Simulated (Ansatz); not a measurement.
Consider B.

```yaml
crystal:
  lattice:
    - [1.91005, 0.00000, 0.00000]
    - [0.00000, 1.91005, 0.00000]
    - [0.00000, 0.00000, 1.91005]
  atoms:
    - { symbol: B, position: [0.50000, 0.50000, 0.50000] }
```

Space group Pm-3m; a generated structure, not necessarily the stable one; computed pressure about −8 GPa in this cell.

These are results of Ansatz 0.2.0, Kohn-Sham DFT of a periodic cell, PBE, Ansatz PAW, not measurements.

What can the converged valence pseudo-density and electron localisation function tell about the bonding?

B–B (1.91 Å): ρ at the midpoint is about 0.58 e/Å³; the ELF peaks at about 0.80 between the atoms.

Does the calculation make it a metal, or give it a gap?

It is metallic or semimetallic at this level of theory: no gap opens.

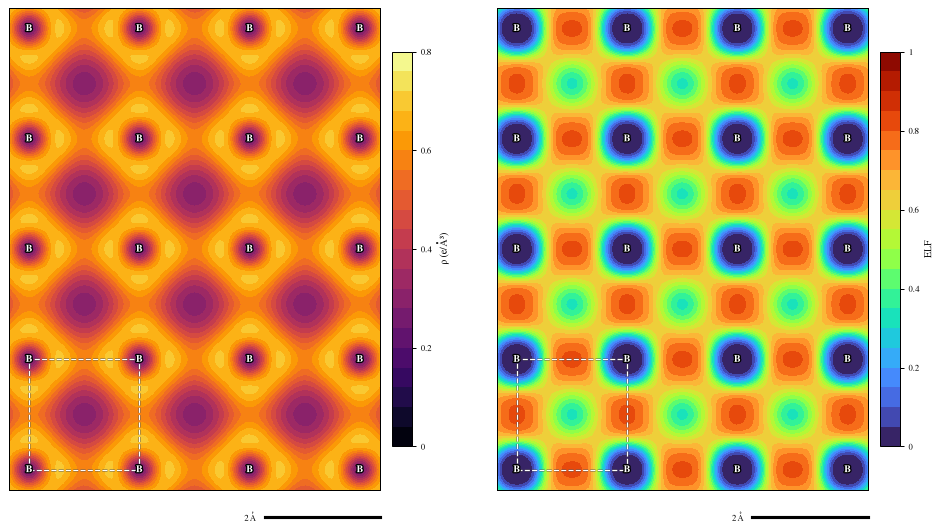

Computed valence pseudo-density and electron localisation function on the (100) plane of the conventional cell, in this order. 

In a PAW calculation such maps are meaningful between the atoms, not at the nuclei.
